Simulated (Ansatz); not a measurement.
**G0W0 on several functionals: AlN (P6_3mc)**

Aim: G0W0 for AlN (P6_3mc) on several starting functionals, at one mesh, band count and screening cutoff.

Program: Ansatz 0.2.0. Level of theory: G0W0 on several functionals, plane waves, PAW. Results are calculated unless marked as measured.

The database entry behind the starting cell differs from later determinations by our own check (inner coordinate u about 0.002 short), so it need not match the best structure at ambient conditions.

In doubt: masses and optical values from hybrid runs of this build are listed as unsure (step 4), which bears on the screening that GW takes from such a start.

### 1. Set-up

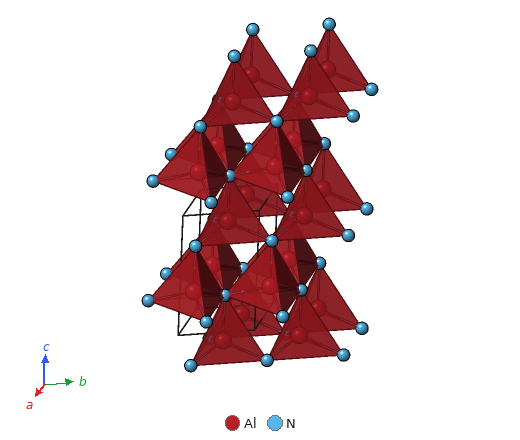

The starting structure, seen slightly off an axis (aluminium red, nitrogen blue). 2×2×2 cells are drawn. Some periodic images of atoms are drawn too.

The cell and positions come from the Crystallography Open Database and are kept as given unless a step says otherwise. The default PAW set here is soft_2. Its files were made with PBE.

### 2. G0W0 on PBE

G0W0 replaces the xc potential by the self-energy, built once from these orbitals. Only a window of levels is corrected, while the sums run over the empty bands that the input names.

This step: G0W0 on PBE, plane waves, PAW.

Input file input.yaml:

```yaml
crystal:
  lattice:
    - [3.113, 0.0, 0.0]
    - [-1.5565, 2.695937082, 0.0]
    - [0.0, 0.0, 4.981]
  atoms:
    - { symbol: Al, position: [0.3333333333, 0.6666666667, 0.0] }
    - { symbol: Al, position: [0.6666666667, 0.3333333333, 0.5] }
    - { symbol: "N", position: [0.3333333333, 0.6666666667, 0.38] }
    - { symbol: "N", position: [0.6666666667, 0.3333333333, 0.88] }
kpoints:
  mp_grid: { grid: [6, 6, 4] }
hamiltonian:
  xc: pbe
scf:
  occupations: { method: fixed }
gw:
  n_empty_bands: 124
  ecut_chi: 120
  qp_bands: [v2, c2]
  qp_kpoints: band_edges
  screening: { model: contour_deformation }
```

Launch:

```console
$ ansatz run input.yaml --threads 2 --pin off --max-ram 92160MiB --backend cuda --events-out ev --progress --plain --runs-dir out --devices 1 --max-vram 13GiB  # rebuilt from the run's record
```

Numbers of over 12 decimals in the logs are rounded to 6 here.

The log of the run:

```text
GPUs: using 1 of 1 available (devices: 1).
Engine: ansatz 0.2.0, x86_64-unknown-linux-gnu
Pseudopotentials: kind: paw
Pseudopotential: Al, paw, valence charge 3, recommended cutoff 420 eV (normal), Al.paw.azcp
Pseudopotential: N, paw, valence charge 5, recommended cutoff 420 eV (normal), N.paw.azcp
Functional definition: PBE
  parameter kappa = 0.804
  parameter beta = 0.066725
  exchange = pbe_x(kappa = kappa, mu = beta*pi^2/3)
  correlation = pbe_c(beta = beta)
device memory: the entry about to start is reckoned to put 0.5 GiB on a device that reports 61.5 GiB free (of which the cap on the GPU budget leaves the run 13.0 GiB)
GPU FFT provider: cuFFT
GPU libraries: cuBLAS 13.8.2, cuFFT 12.4.0, cuSOLVER 12.3.4
Crystal: 4 atoms, lattice volume = 41.803 Å³
Basis set: ecut = 420 eV, 809 PW (Γ)
Bands: 12, of which v1, the nominal top of the filled ones, is band 8 counted from 1 (7 counted from 0)
Symmetry: 12 space group operations
Space group: P63mc (ITA 186), of the structure as read, at distance tolerance 3.5e-5 Å
k-points: 21 of 144 (time reversal used)
Non-local potential: Al, projectors of the file, l = 0: 2, l = 1: 2, l = 2: 1
Non-local potential: N, projectors of the file, l = 0: 2, l = 1: 2, l = 2: 1
PAW form: soft (Blöchl's): semilocal exchange-correlation on the pseudo side does not see the compensation charge
PAW one-centre angular grid: Al, 110 points (default); XC on 64 Gauss nodes
PAW one-centre angular grid: N, 110 points (default); XC on 64 Gauss nodes
Initial density: superposition of atomic densities (neutral atoms: chi_scale 0, normalization atom), corrected by the library's trained network
Initial wavefunctions: pseudopotential atomic-orbital guess
GPU buffer pool allocated for 20736 grid points (all kernels)
GPU transforms: local potential and band sums: pruned to the plane-wave sphere, on 24×24×36
Functional: x = pbe(κ = 0.804, μ = 0.219515), c = pbe(β = 0.066725)
SCF iter   1: F=—  HF=-1848.496222 eV  |F-HF|=—  |Δ(HF+E_count)|=         —  Δρ=8.06e-4  dr2=1.23e-4  ethr=1.77e-3  ⟨swp⟩=4.5  Hψ=1407  notcnv=0  defer=34
preconditioner: auto → none  [insulator: Δε(μ)=4.209 eV  Ē_g=13.121 eV  n_scr=2 (ndim 8)  ℏωp=23.0 eV  f_vac=0.000  ε∞_Penn≈4.1]
SCF iter   2: F=—  HF=-1848.496563 eV  |F-HF|=—  |Δ(HF+E_count)|=   3.41e-4  Δρ=4.18e-4  dr2=2.10e-5  ethr=7.66e-7  ⟨swp⟩=2.1  Hψ=624  notcnv=0  defer=42
SCF iter   3: F=—  HF=-1848.496630 eV  |F-HF|=—  |Δ(HF+E_count)|=   6.67e-5  Δρ=1.78e-4  dr2=5.27e-6  ethr=1.31e-7  ⟨swp⟩=2.0  Hψ=378  notcnv=0  defer=17
iter 4 did not close the SCF: its close was put off for the readings that it lacked (scf_convergence_deferred on its scf_iter line)
SCF iter   4: F=-1848.496645 eV  HF=-1848.496645 eV  |F-HF|=3.37e-8  |Δ(HF+E_count)|=   1.52e-5  Δρ=1.56e-5  dr2=4.88e-8  ethr=3.30e-8  ⟨swp⟩=2.0  Hψ=419  notcnv=0  defer=42
iter 5 did not close the SCF: its close was put off for the readings that it lacked (scf_convergence_deferred on its scf_iter line)
SCF iter   5: F=-1848.496645 eV  HF=-1848.496645 eV  |F-HF|=4.88e-9  |Δ(HF+E_count)|=   4.22e-8  Δρ=4.35e-6  dr2=3.32e-9  ethr=3.05e-10  ⟨swp⟩=2.8  Hψ=447  notcnv=0  defer=42
SCF iter   6: F=-1848.496645 eV  HF=-1848.496645 eV  |F-HF|=2.09e-11  |Δ(HF+E_count)|=   5.49e-9  Δρ=2.51e-7  dr2=1.37e-11  ethr=2.08e-11  ⟨swp⟩=3.9  Hψ=1354  notcnv=0
SCF 1 converged in 6 iterations: F = -1848.496645 eV  dr2 = 1.37e-11
  greatest PAW one-centre occupation: 0.788 electrons in one spin orbital (limit 2), on the N atom at site 3 (counted from 0), in its partial waves of l = 0
device memory: the entry about to start is reckoned to put 0.5 GiB on a device that reports 60.6 GiB free (of which the cap on the GPU budget leaves the run 13.0 GiB)
NSCF: frozen V_eff on 21 k-points, pencils in batches of 32, up to order 48
the band table was solved once the SCF had ended and its energy, with any forces and stress, was formed, with the checks that follow a solve (1535 applications of the Hamiltonian). They found nothing against the state; the energy, forces and stress were not computed again (output.eigenvalues in the input reference)
device memory: the entry about to start is reckoned to put 1.7 GiB on a device that reports 60.6 GiB free (of which the cap on the GPU budget leaves the run 13.0 GiB)
NSCF: frozen V_eff on 21 k-points
G₀W₀ screening: q 1/21
[... further progress lines ...]
SCF converged after 6 iterations
Free energy (F): -1848.496645 eV
Harris-Foulkes:  -1848.496645 eV  (|F-HF|=2.09e-11)
Internal energy: -1848.496645 eV  (E = F + TS)
E sigma→0 (E₀):  -1848.496645 eV
Fermi energy:    7.120255 eV
--- Per-component energies (eV) ---
  E_band       = 30.386739
  E_kinetic    = 318.964257
  E_local      = -448.284511  (includes V_loc(G=0)·N_el)
  E_nonlocal   = 110.839674
  E_hartree    = 155.696542
  E_xc         = -203.726760
  E_vxc        = -215.996782  (∫ρ·V_xc dr)
  E_paw        = -1190.322772  (= ΣΔE_a)
  E_vpaw       = -46.529234  (= ΣTr[D̂ρ^β])
  E_aug_tail   = 0.000194  (compensation charges beyond the density's cutoff)
  E_ewald      = -591.663270
  E_smearing   = -0.000000  (= −TS)
  E_closure    = 0.000000  (closes the sum)
  Σ components = -1848.496645   (vs F -1848.496645, Δ=0.00e0)
--- Band table (eV; the first three rows and the last of 21) ---
  k-point 0: bands = [... 4 lower, 6.2913, 6.9408, 6.9408, 7.1203, 11.3329, 13.7887, 17.7307, 18.2934]
  k-point 1: bands = [... 4 lower, 6.3817, 6.3817, 6.8408, 6.8408, 12.2882, 13.9058, 17.4023, 18.2604]
  k-point 2: bands = [... 4 lower, 6.6064, 6.6064, 6.6064, 6.6064, 13.5862, 13.5862, 17.4715, 17.4715]
  k-point 20: bands = [... 4 lower, 3.3013, 3.3013, 6.3424, 6.3424, 14.5526, 14.5526, 14.9886, 14.9886]
--- G₀W₀: contour deformation, 6 samples at zero and on the imaginary axis and 2 off it, 144 q-points, 124 empty bands' worth ---
  eigenvalues of the whole cell's RPA ε∞ on this k-mesh (on a slab, of 1 + 4πα/V) = 4.2250, 4.2250, 4.3740; static W/v taken at q = 0 is 0.234328
  bands read: the sum over 132 bands ends inside a degenerate multiplet in 1 slot, whose members it reads at an even weight; the widest, k=19: bands 132 to 133 (counted from 1) at 1/2 each
  gw.qp_kpoints: band_edges: 15 of 21 stored k-points solved, in 1 pass; an edge of the gap read off the rows below is read off those points alone
    valence top: of the k-points left out ik 13 came nearest to being solved in a further pass, in band 8 (counted from 1, as in the quasiparticle table): it holds the edge there only if its correction is more favourable than any solved in that band by at least 0.534 eV; those differ by 0.276 eV
    conduction bottom: of the k-points left out ik 16 came nearest to being solved in a further pass, in band 9 (counted from 1, as in the quasiparticle table): it holds the edge there only if its correction is more favourable than any solved in that band by at least 1.303 eV; those differ by 0.468 eV
    ik  band        ε_KS         Σx   Σc(E_QP)       V_xc       Z   E_QP_lin       E_QP  E_QP is
     0     7      6.9408   -21.7199     3.2176   -17.6741  0.7829     6.1062     6.1125  root
     0     8      7.1203   -21.7804     3.1691   -17.8147  0.7830     6.3179     6.3236  root
     0     9     11.3329    -9.7927    -3.8603   -14.4516  0.8175    12.1356    12.1314  root
     0    10     13.7887    -7.9298    -4.3913   -13.1978  0.8235    14.6714    14.6655  root
     1     7      6.8408   -21.7229     3.2497   -17.6303  0.7824     5.9913     5.9979  root
     1     8      6.8408   -21.7229     3.2497   -17.6303  0.7824     5.9913     5.9979  root
     1     9     12.2882   -10.1336    -3.9338   -14.9349  0.8112    13.1610    13.1557  root
     1    10     13.9058    -8.2242    -4.4171   -13.5428  0.8193    14.8137    14.8072  root
     2     7      6.6064   -21.7192     3.3169   -17.5271  0.7813     5.7238     5.7312  root
     2     8      6.6064   -21.7192     3.3169   -17.5271  0.7813     5.7238     5.7312  root
     2     9     13.5862    -9.3620    -4.3214   -14.6289  0.8088    14.5391    14.5317  root
     2    10     13.5862    -9.3620    -4.3214   -14.6289  0.8088    14.5391    14.5317  root
     3     7      6.8621   -21.7950     3.2491   -17.7082  0.7824     6.0179     6.0244  root
     3     8      6.9497   -21.7534     3.2150   -17.7179  0.7823     6.1230     6.1292  root
     3     9     12.6160   -10.1082    -3.9992   -14.9997  0.8093    13.5141    13.5083  root
     3    10     14.8485    -7.8847    -4.5558   -13.3760  0.8169    15.7915    15.7839  root
     4     7      6.5937   -21.5314     3.2799   -17.3754  0.7814     5.7103     5.7177  root
     4     8      6.7039   -21.7231     3.2831   -17.5788  0.7819     5.8356     5.8426  root
     4     9     13.0506    -9.6056    -4.1249   -14.6261  0.8086    13.9524    13.9462  root
     4    10     14.8757    -8.2323    -4.6063   -13.7948  0.8091    15.8404    15.8319  root
     6     7      6.2571   -21.2756     3.3113   -17.0532  0.7803     5.3377     5.3460  root
     6     8      6.6040   -21.7682     3.3133   -17.5811  0.7814     5.7228     5.7301  root
     6     9     13.3766    -7.1766    -4.2778   -12.2039  0.8199    14.1305    14.1261  root
     6    10     13.8361    -6.1822    -4.3829   -11.2594  0.8191    14.5346    14.5305  root
[...]
18     7      4.7538   -20.7521     3.6550   -16.0247  0.7710     3.6668     3.6814  root
    18     8      4.7538   -20.7521     3.6550   -16.0247  0.7710     3.6668     3.6814  root
    18     9     12.1886    -4.8746    -4.1330    -9.4852  0.8334    12.6677    12.6661  root
    18    10     15.4863    -7.6781    -4.7886   -13.4191  0.7936    16.4491    16.4387  root
    20     7      6.3424   -21.7357     3.3633   -17.4711  0.7799     5.4329     5.4410  root
    20     8      6.3424   -21.7357     3.3633   -17.4711  0.7799     5.4329     5.4410  root
    20     9     14.5526    -6.8562    -4.5533   -12.2093  0.8056    15.3587    15.3524  root
    20    10     14.5526    -6.8562    -4.5533   -12.2093  0.8056    15.3587    15.3524  root
```

The job ended after 13 s (1 × NVIDIA H100 80GB HBM3 (shared by 6 runs) with 2 threads of AMD EPYC 7R13 (Zen 3), shared host; peak memory 1.1 GiB; 17 s of CPU time).

This step gave:

* bands summed: 132
* RPA ε∞ on this mesh (eigenvalues): 4.225, 4.225, 4.374
* plane waves in the screening matrix: 135
* q-points in the mesh: 144
* G0W0 gap on the mesh: 5.808 eV
* k of the valence top: 0, 0, 0
* k of the conduction bottom: 0, 0, 0
* starting gap on the mesh: 4.213 eV
* Z at the valence top: 0.7830
* Z at the conduction bottom: 0.8175
* least direct G0W0 gap on the computed points: 5.808 eV

The gap on the mesh goes from 4.21 eV to 5.81 eV, a correction of +1.60 eV. Between the two edge states, bare exchange in place of the xc potential would open the gap by 8.62 eV, and correlation takes back 7.03 eV.

### 3. G0W0 on LDA

The same correction from a different start measures what one shot leaves open.

This step: G0W0 on LDA, plane waves, PAW.

Changes to input.yaml since step 2:

```diff
@@ -13,3 +13,3 @@
 hamiltonian:
-  xc: pbe
+  xc: lda
 scf:
```

The log of the run:

```text
GPUs: using 1 of 1 available (devices: 1).
[...]
GPU FFT provider: cuFFT
GPU libraries: cuBLAS 13.8.2, cuFFT 12.4.0, cuSOLVER 12.3.4
Crystal: 4 atoms, lattice volume = 41.803 Å³
Basis set: ecut = 420 eV, 809 PW (Γ)
Bands: 12, of which v1, the nominal top of the filled ones, is band 8 counted from 1 (7 counted from 0)
[... 1 set-up line as in the run before ...]
[...]
k-points: 21 of 144 (time reversal used)
[...]
GPU buffer pool allocated for 20736 grid points (all kernels)
[...]
SCF iter   1: F=—  HF=-1779.710008 eV  |F-HF|=—  |Δ(HF+E_count)|=         —  Δρ=9.24e-3  dr2=4.11e-2  ethr=1.77e-3  ⟨swp⟩=4.4  Hψ=1406  notcnv=0  defer=36
[...]
SCF iter   6: F=-1779.697328 eV  HF=-1779.697328 eV  |F-HF|=2.50e-12  |Δ(HF+E_count)|=   1.64e-9  Δρ=5.33e-7  dr2=5.01e-11  ethr=4.22e-11  ⟨swp⟩=3.0  Hψ=1246  notcnv=0
SCF 1 converged in 6 iterations: F = -1779.697328 eV  dr2 = 5.01e-11
[...]
NSCF: frozen V_eff on 21 k-points, pencils in batches of 32, up to order 48
[...]
NSCF: frozen V_eff on 21 k-points
G₀W₀ screening: q 1/21
[... further progress lines ...]
SCF converged after 6 iterations
Free energy (F): -1779.697328 eV
[...]
Internal energy: -1779.697328 eV  (E = F + TS)
E sigma→0 (E₀):  -1779.697328 eV
Fermi energy:    6.822865 eV
[...]
--- Band table (eV; the first three rows and the last of 21) ---
  k-point 0: bands = [... 4 lower, 5.9901, 6.6447, 6.6447, 6.8229, 11.0615, 13.3787, 17.2997, 17.7988]
  k-point 1: bands = [... 4 lower, 6.0812, 6.0812, 6.5438, 6.5438, 11.9918, 13.5108, 16.9644, 17.7704]
  k-point 2: bands = [... 4 lower, 6.3075, 6.3075, 6.3075, 6.3075, 13.2441, 13.2441, 16.9976, 16.9976]
  k-point 20: bands = [... 4 lower, 2.9628, 2.9628, 6.0375, 6.0375, 14.1285, 14.1285, 14.5696, 14.5696]
[...]
0     7      6.6447   -21.6822     3.1683   -17.8440  0.7814     5.9707     5.9747  root
     0     8      6.8229   -21.7498     3.1239   -17.9861  0.7815     6.1794     6.1830  root
     0     9     11.0615    -9.8992    -3.9266   -14.7639  0.8150    12.0055    11.9996  root
     0    10     13.3787    -8.0201    -4.4776   -13.6443  0.8216    14.5358    14.5253  root
     1     7      6.5438   -21.6852     3.2000   -17.8020  0.7809     5.8563     5.8606  root
     1     8      6.5438   -21.6852     3.2000   -17.8020  0.7809     5.8563     5.8606  root
     1     9     11.9918   -10.2066    -4.0117   -15.2388  0.8089    13.0200    13.0123  root
     1    10     13.5108    -8.2976    -4.5032   -13.9526  0.8175    14.6734    14.6625  root
[...]
20     7      6.0375   -21.7000     3.3138   -17.6524  0.7783     5.2984     5.3037  root
    20     8      6.0375   -21.7000     3.3138   -17.6524  0.7783     5.2984     5.3037  root
    20     9     14.1285    -6.9286    -4.6537   -12.6695  0.8039    15.2278    15.2157  root
    20    10     14.1285    -6.9286    -4.6537   -12.6695  0.8039    15.2278    15.2157  root
```

It took 5.5 s on 1 × NVIDIA H100 80GB HBM3 (shared by 6 runs) with 2 threads; peak memory 1.1 GiB; 7.4 s of CPU time.

Numbers from this step:

* bands summed: 132
* RPA ε∞ on this mesh (eigenvalues): 4.304, 4.304, 4.447
* plane waves in the screening matrix: 135
* q-points in the mesh: 144
* G0W0 gap on the mesh: 5.817 eV
* k of the valence top: 0, 0, 0
* k of the conduction bottom: 0, 0, 0
* starting gap on the mesh: 4.239 eV
* Z at the valence top: 0.7815
* Z at the conduction bottom: 0.8150
* least direct G0W0 gap on the computed points: 5.817 eV

Against the run with 6×6×4 mesh, 124 empty bands, screening to 120 eV on PBE, the gap moves by +0.009 eV, while the start moved by +0.03 eV.

### 4. G0W0 on HSE06

This step: G0W0 on HSE06, plane waves, PAW.

Changes to input.yaml since step 3:

```diff
@@ -13,3 +13,3 @@
 hamiltonian:
-  xc: lda
+  xc: hse06
 scf:
```

The log of the run:

```text
GPUs: using 1 of 1 available (devices: 1).
[...]
davidson cushion auto → on  (no smearing: the cushion is to keep the highest requested band from converging to the state above it; pin scf.eigensolver.cushion to override)
[...]
GPU FFT provider: cuFFT
GPU libraries: cuBLAS 13.8.2, cuFFT 12.4.0, cuSOLVER 12.3.4
Crystal: 4 atoms, lattice volume = 41.803 Å³
Basis set: ecut = 420 eV, 809 PW (Γ)
[...]
1     9     12.7672    -9.6505    -3.8068   -14.1134  0.8351    13.4257    13.4233  root
     1    10     14.4818    -7.9623    -4.1704   -12.7691  0.8419    15.1207    15.1183  root
[...]
20     7      5.3495   -21.7424     3.0331   -18.4044  0.8071     5.0439     5.0446  root
    20     8      5.3495   -21.7424     3.0331   -18.4044  0.8071     5.0439     5.0446  root
    20     9     15.1067    -6.5116    -4.2821   -11.3257  0.8308    15.6408    15.6387  root
    20    10     15.1067    -6.5116    -4.2821   -11.3257  0.8308    15.6408    15.6387  root
[key lines of the parts left out:]
Free energy (F): -1849.421244 eV
Fermi energy:    6.201042 eV
```

It took 38 s on 1 × NVIDIA H100 80GB HBM3 (shared by 6 runs) with 2 threads; peak memory 1.4 GiB.

Numbers from this step:

```yaml
bands_summed: 132
rpa_eps_infinity_on_this_mesh_eigenvalues: 3.575, 3.575, 3.685
plane_waves_in_the_screening_matrix: 135
g0w0_gap_on_the_mesh: 6.445 eV
k_of_the_valence_top: 0, 0, 0
k_of_the_conduction_bottom: 0, 0, 0
starting_gap_on_the_mesh: 5.580 eV
least_direct_g0w0_gap_on_the_computed_points: 6.445 eV
```

Against the run with 6×6×4 mesh, 124 empty bands, screening to 120 eV on LDA, the gap moves by +0.63 eV, while the start moved by +1.34 eV.

### 5. The starts together

All on the 6×6×4 mesh with 124 empty bands and screening to 120 eV. Times are wall times on 1 × NVIDIA H100 80GB HBM3 (shared by 6 runs) with 2 threads of AMD EPYC 7R13 (Zen 3), shared host, good to a factor of about two.

| start | starting gap (eV) | shift (eV) | G0W0 gap (eV) | RPA ε∞ (harmonic mean) | Z (valence, conduction) | time |
| --- | --- | --- | --- | --- | --- | --- |
| PBE | 4.21 | +1.60 | 5.81 | 4.27 | 0.78, 0.82 | 13 s |
| LDA | 4.24 | +1.58 | 5.82 | 4.35 | 0.78, 0.82 | 5.5 s |
| HSE06 | 5.58 | +0.87 | 6.44 | 3.61 | 0.81, 0.84 | 38 s |

How the two edges are built up, in eV (the quasiparticle level is the starting level plus Σx plus Σc less Vxc):

| run | edge | start | Σx | Σc | Vxc | Z | QP |
| --- | --- | --- | --- | --- | --- | --- | --- |
| PBE | valence top | 7.12 | -21.78 | 3.17 | -17.81 | 0.78 | 6.32 |
| PBE | conduction bottom | 11.33 | -9.79 | -3.86 | -14.45 | 0.82 | 12.13 |
| LDA | valence top | 6.82 | -21.75 | 3.12 | -17.99 | 0.78 | 6.18 |
| LDA | conduction bottom | 11.06 | -9.90 | -3.93 | -14.76 | 0.81 | 12.00 |
| HSE06 | valence top | 6.20 | -21.79 | 2.88 | -18.66 | 0.81 | 5.95 |
| HSE06 | conduction bottom | 11.78 | -9.39 | -3.74 | -13.75 | 0.84 | 12.40 |

For a hybrid start, Vxc holds its share of exact exchange.

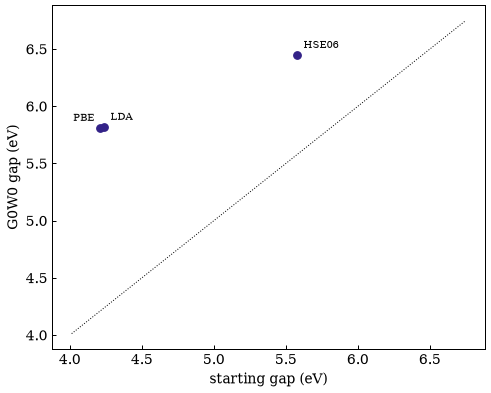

G0W0 gap against starting gap; on the dotted line the correction would vanish.

### 6. Summary of results

```
G0W0@PBE     : 5.81 eV (start 4.21 eV)
G0W0@LDA     : 5.82 eV (start 4.24 eV)
G0W0@HSE06   : 6.44 eV (start 5.58 eV)
known limits : not at the basis limit
```

The starting gaps span 1.37 eV and the G0W0 gaps 0.64 eV. Between PBE and HSE06, 0.64 eV of the 1.37 eV survives, 47 %. HSE06 screens less than PBE (ε∞ 3.61 against 4.27). Of the 0.64 eV by which its G0W0 gap is higher, the correlation part gives +0.41 eV, and exchange with the one-particle terms, which follow the orbitals, +0.23 eV. The smallest correction, +0.87 eV, is on HSE06, the start nearest to reproducing itself. Bands and cutoff are finite, so the gap is not at the basis limit. The miss can reach some tenths of an eV and take either sign; the mesh is an error of its own.

[Paths, hosts, dates, memory and timing lines, banners, echoed tables and standing remarks are left out of the program output.]

[Logs are printed without paths, hosts, clocks, repeated set-up lines and the standing remarks that a program may print on its own settings, such as how far it seeks lower states.]

[Runs of the session that timed out or met a known fault of the program may be left out.]

[Cells called generated may have been cut or substituted from an entry of the Crystallography Open Database or the Materials Project.]

[Hosts, paths, dates, database ids (printed as entryN), source tags and the programs' standing remarks are cut or masked in the printed files.]
